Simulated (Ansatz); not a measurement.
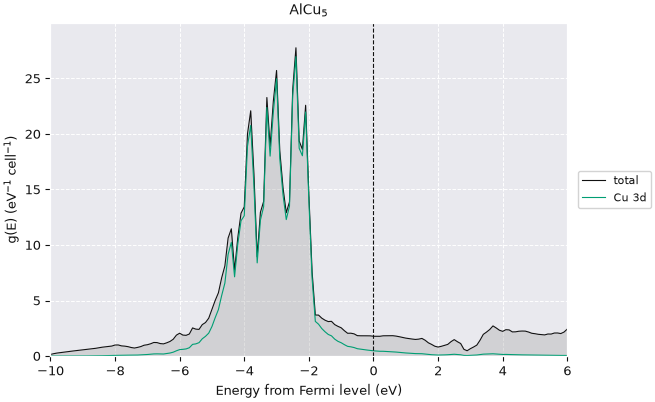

Density of states. Energies are counted from the Fermi level. The partial curves are projected on Löwdin-orthogonalised atomic shells; they sum to less than the total at higher energies, where shells without a projector contribute.

System: AlCu₅, space group P-62m, 6 atoms in the cell.

Ansatz; DFT PBE, scalar-relativistic, plane waves, PAW, no spin polarisation, 12×12×10 k mesh, 420 eV cutoff, Gaussian smearing of 0.1 eV.

> Metal or insulator, and how many states lie at the Fermi level?

It is a metal. The density of states at the Fermi level is about 1.8 per eV and cell (mean within 0.25 eV), or 0.3 per atom.

> What carries the states at the Fermi level?

By projected weight, the states within 0.3 eV of the Fermi level are Cu 3d (35 %); the projections cover about 80 % of the total there.

> Where is the centre of the Cu 3d band?

Over the range shown, the centre of the Cu 3d weight lies 3.0 eV below the Fermi level, and the shell is essentially full.

The structure is an invented one, so it need not be a known or stable phase.
